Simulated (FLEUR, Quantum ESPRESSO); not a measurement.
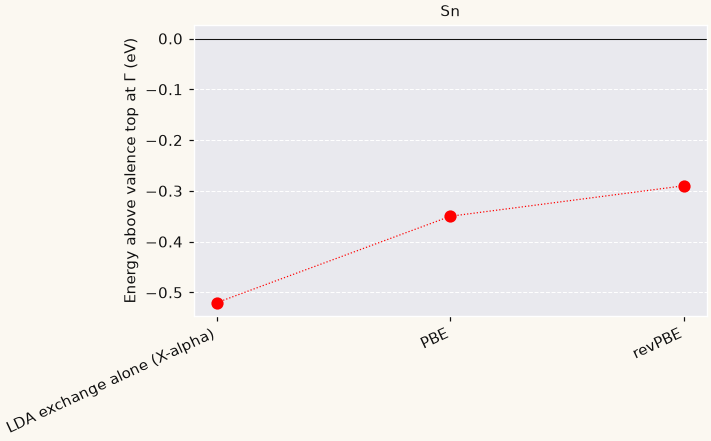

Lowest conduction level at Γ, counted from the valence-band top at Γ, by several methods on one cell of diamond-type Sn, space group Fd-3m, 2 atoms in the primitive cell; cubic a = 6.379 Å. All runs are without spin-orbit coupling and carry no moments. A negative value at Γ means that the s-like level, then filled, lies under the p-like triplet: the bands are inverted and there is no gap.

| method | program | Γ (eV) |
| --- | --- | --- |
| LDA exchange alone (X-alpha) | FLEUR | −0.52 |
| PBE | FLEUR | −0.35 |
| revPBE | FLEUR | −0.29 |

### One method is left out: r2SCAN. Predict its row. It was run as: r2SCAN, SG15 PBE 1.2, 5×5×5 k mesh, 952 eV cutoff, Fermi-Dirac smearing of 0.05 eV (Quantum ESPRESSO 7.5).

r2SCAN gives −0.65 eV at Γ, which is −0.30 eV from PBE at Γ.

### How do the methods rank at Γ?

From low to high: r2SCAN −0.65, LDA exchange alone (X-alpha) −0.52, PBE −0.35, revPBE −0.29 eV.

Settings. LDA exchange alone (X-alpha): all-electron, 7×7×7 k mesh, Fermi-Dirac smearing of 0.05 eV (FLEUR). PBE: all-electron, 7×7×7 k mesh, Fermi-Dirac smearing of 0.05 eV (FLEUR MaX-R8.1 (later development tree)). revPBE: all-electron, 7×7×7 k mesh, Fermi-Dirac smearing of 0.05 eV (FLEUR MaX-R8.1 (later development tree)).

These are four of the 15 methods that were run on this cell. The runs come from different programs and meshes, which adds differences of its own. Spin-orbit coupling is left out, which matters for Sn. This isn't the form of Sn at room conditions, which is tetragonal (white tin). r2SCAN: the k mesh is coarse. r2SCAN: the potentials were made for another functional.
